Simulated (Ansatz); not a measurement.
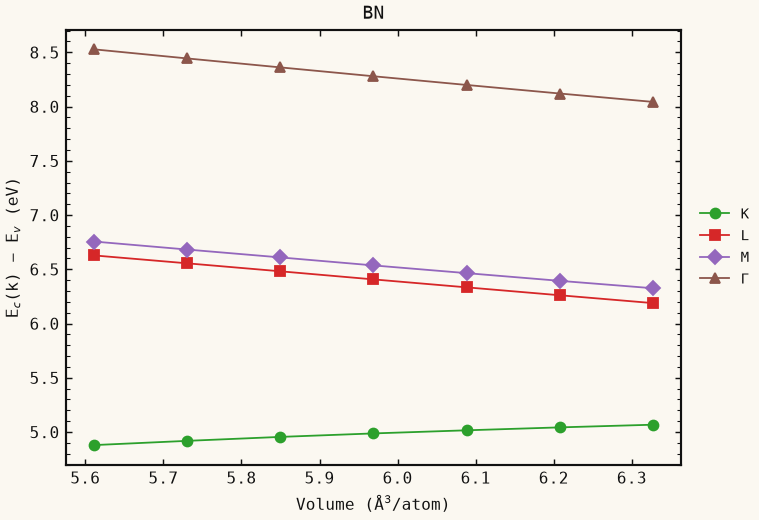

Lowest conduction level at each named k point, counted from the valence-band top at Γ.

System: wurtzite BN, space group P6_3mc, 4 atoms in the cell. The cell is scaled at fixed shape and fractional positions. At 5.97 Å³/atom, a = 2.554 Å, c = 4.227 Å (hexagonal axes). Ansatz 0.2.0; PBEsol, Ansatz PAW, no spin polarisation, no spin-orbit coupling, 12×12×6 k mesh, 420 eV cutoff, Fermi-Dirac smearing of 0.05 eV.

Question: How does each level move from 5.61 Å³/atom to 6.33 Å³/atom?

Answer: K rises by 0.19 eV, L falls by 0.44 eV, M falls by 0.44 eV and Γ falls by 0.49 eV.

Question: Which of these conduction levels is lowest, and does that change?

Answer: The lowest is the one at K, over the whole range, so among these points the gap stays indirect.

Question: What are the deformation potentials dE/d ln V?

Answer: Straight lines against ln V have slopes of +1.6 eV at K, −3.7 eV at L, −3.6 eV at M and −4.0 eV at Γ.

The values:
| volume | K (eV) | L (eV) | M (eV) | Γ (eV) |
| --- | --- | --- | --- | --- |
| 5.61 Å³/atom | 4.88 | 6.63 | 6.76 | 8.53 |
| 5.73 Å³/atom | 4.92 | 6.55 | 6.68 | 8.44 |
| 5.85 Å³/atom | 4.95 | 6.48 | 6.61 | 8.36 |
| 5.97 Å³/atom | 4.99 | 6.41 | 6.54 | 8.28 |
| 6.09 Å³/atom | 5.02 | 6.33 | 6.46 | 8.20 |
| 6.21 Å³/atom | 5.04 | 6.26 | 6.39 | 8.12 |
| 6.33 Å³/atom | 5.07 | 6.19 | 6.33 | 8.04 |

The PAW data sets were made with another functional. LDA, GGA and most meta-GGA functionals understate gaps. The usual form of BN is layered hexagonal.
